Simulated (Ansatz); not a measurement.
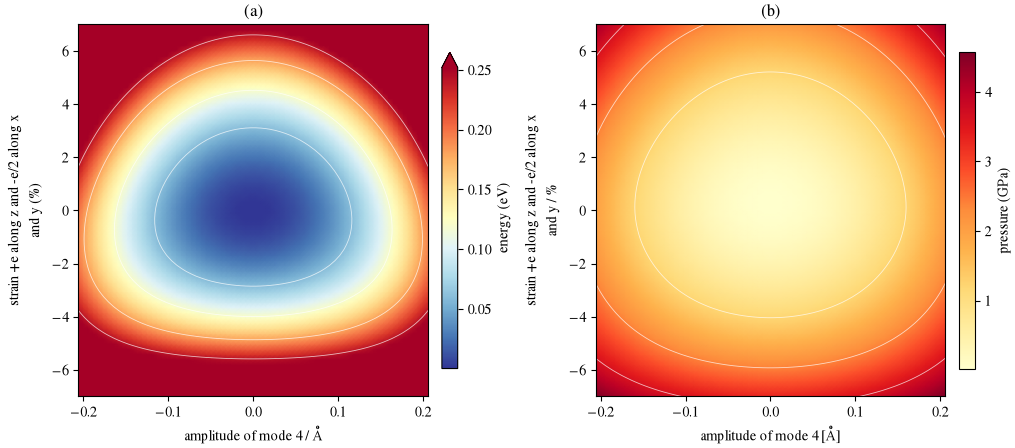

Al3Cu2 (P-3m1, No. 164; 5 atoms in the cell). The energy is mapped over a normal mode and a strain (zone-centre modes of the 5-atom cell of this scan) (x along [1 0 0], y along [1 2 0], z along [0 0 1] of the conventional cell). The first coordinate is: amplitude of mode 4 (128 cm⁻¹), largest displacement in the unstrained cell; the second: strain +e along z and -e/2 along x and y. Nothing is relaxed (the pattern is fixed in fractional coordinates). Grid: 11 × 7 points; 42 points were computed and 35 follow by symmetry. Points are written as (first, second). All energies are given in eV per cell relative to the lowest grid point. Computed with Ansatz 0.2.0, DFT LDA, scalar-relativistic, plane waves, PAW. Settings: cutoff 520 eV, k-mesh 12×12×8 in the order of the run's cell vectors, gaussian smearing 0.15 eV, no spin polarisation.

Panel (a) is the energy and panel (b) the computed pressure on the same grid.

The picture shows a smooth colour map with a few white contour lines, one colour for all values above the top of the scale. Between grid points the surface is interpolated.

### How does the pressure vary over the map, and what is it at the lowest grid point?

It runs from 0.03 GPa at (0.000 Å, 0.00 %) to 4.57 GPa at (−0.206 Å, −7.00 %). At the lowest grid point, (0.000 Å, 0.00 %), it is 0.03 GPa.

```csv
"second ↓, first →",−0.206,−0.165,−0.124,−0.082,−0.041,0.000,0.041,0.082,0.124,0.165,0.206
7.00,4.25,3.47,2.87,2.44,2.18,2.10,2.18,2.44,2.87,3.47,4.25
4.67,3.09,2.32,1.73,1.31,1.06,0.98,1.06,1.31,1.73,2.32,3.09
2.33,2.30,1.55,0.98,0.58,0.34,0.26,0.34,0.58,0.98,1.55,2.30
0.00,2.00,1.28,0.72,0.33,0.10,0.03,0.10,0.33,0.72,1.28,2.00
−2.33,2.29,1.63,1.12,0.76,0.55,0.48,0.55,0.76,1.12,1.63,2.29
−4.67,3.13,2.54,2.10,1.79,1.61,1.55,1.61,1.79,2.10,2.54,3.13
−7.00,4.57,4.08,3.73,3.48,3.34,3.30,3.34,3.48,3.73,4.08,4.57
```

PAW datasets: the set soft_1.
